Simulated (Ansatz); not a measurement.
The calculation's input:

```
crystal:
  lattice:
    - [3.9889136618, 0.0, 0.0]
    - [-1.9944568309, 3.4545005647, 0.0]
    - [0.0, 0.0, 5.8476645914]
  atoms:
    - { symbol: Cd, position: [0.3333333333, 0.6666666667, 0.932717] }
    - { symbol: Cd, position: [0.6666666667, 0.3333333333, 0.578735] }
    - { symbol: S, position: [0.3333333333, 0.6666666667, 0.365705] }
hamiltonian:
  xc: pbesol
  pseudopotentials: { kind: paw }
kpoints:
  mp_grid: { grid: [8, 8, 5] }
scf:
  occupations: { method: fermi_dirac, width: 0.05 }
output:
  forces: true
  stress: true
  eigenvalues: true
  write_density: true
  write_potential: true
  elf: true
  volumetric_format: npy
```

Command:

```sh
ansatz run input.yaml --threads 2 --pin off --max-ram 5632MiB --backend cpu --events-out ev --progress --plain --runs-dir out
```

Below, planes, directions and counts refer to the conventional cell (a = 3.99 Å, b = 3.99 Å, c = 5.85 Å, α = 90.00°, β = 90.00°, γ = 120.00°).

Space group P3m1; a structure from a database of computed crystals, not necessarily the ambient phase; computed pressure about −4 GPa in this cell.

The calculation used Kohn-Sham DFT of a periodic cell, PBEsol, Ansatz PAW in Ansatz 0.2.0.

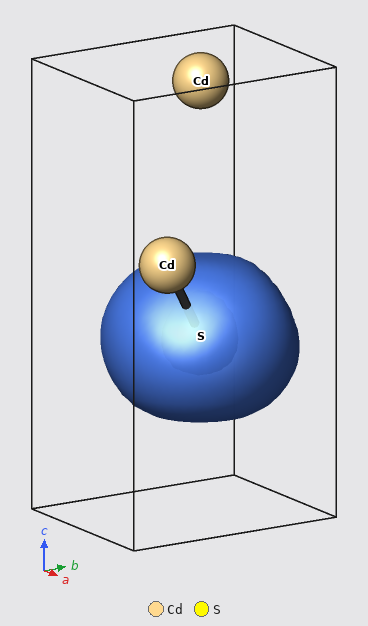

Cd2S. Isosurface of the ELF at 0.65 (blue), seen slightly off an axis. Core shells and regions of very low density are left out. Sticks mark near contacts.

### Where are the electrons localised?

The surface consists of one region wrapped around S (its valence shell), counted in one cell of 3 atoms. Any copies at cell faces, edges or corners count once.

Values along the shortest contacts:
Cd–S (2.53 Å): the ELF peaks at about 0.85 in the valence shell of S, 0.8 Å from its nucleus, and is about 0.35 at the midpoint. Cd–S (2.62 Å): the ELF peaks at about 0.90 in the valence shell of S, 0.8 Å from its nucleus, and drops to about 0.15 between the two atoms.
